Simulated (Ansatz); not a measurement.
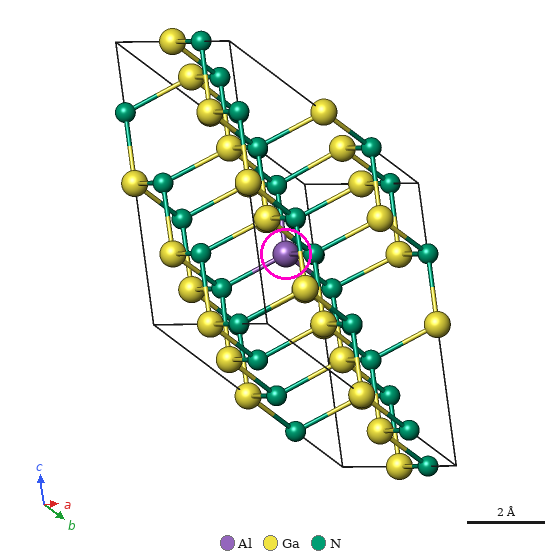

The crystal in a ball-and-stick representation, seen from a general direction. The parallelepiped is the supercell. The host is GaN, in a cell of 32 sites, and the cell carries a charge of +1. A ring marks the defect's site.

Identify the point defect.

Aluminium on a gallium site (a substitutional impurity). It is bonded to four N in a tetrahedral arrangement at about 1.9 Å.

Level of theory and settings: DFT PBE, scalar-relativistic, plane waves, PAW in Ansatz, a kinetic-energy cutoff of 420 eV, k-points on a 2×2×2 grid, Gaussian smearing of 0.01 eV, collinear spins.

Is there a net spin in the supercell?

Yes, 1.0 μB in the cell.

The atoms were relaxed in the host's cell with DFT PBE, scalar-relativistic, plane waves, PAW (Ansatz 0.2.0).
